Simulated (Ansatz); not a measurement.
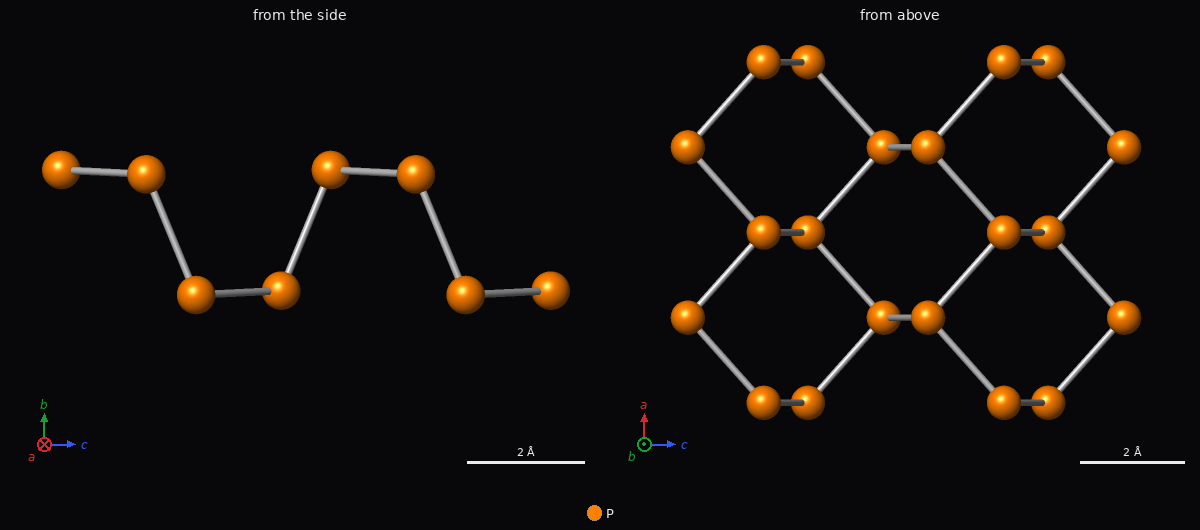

A ball-and-stick picture of a periodic sheet, seen from the side and from above. The surface normal points up in side views; the vacuum is left out. 2×2 cells are drawn in the plane, with atoms at the edges repeated.

The cell holds 4 P.

### What is the thickness of the slab?

About 2.1 Å from the lowest to the highest atom.

### Write the layer sequence, upper face first.

Two planes: P / P.

### How are the atoms bonded?

Around each P lie three P in a trigonal pyramidal arrangement at about 2.2 Å. The bonds build P layers parallel to the surface.

Provenance: a structure listed in the Materials Project. The cell was then strained or its atoms displaced on purpose. It was run through Ansatz as a DFT input.
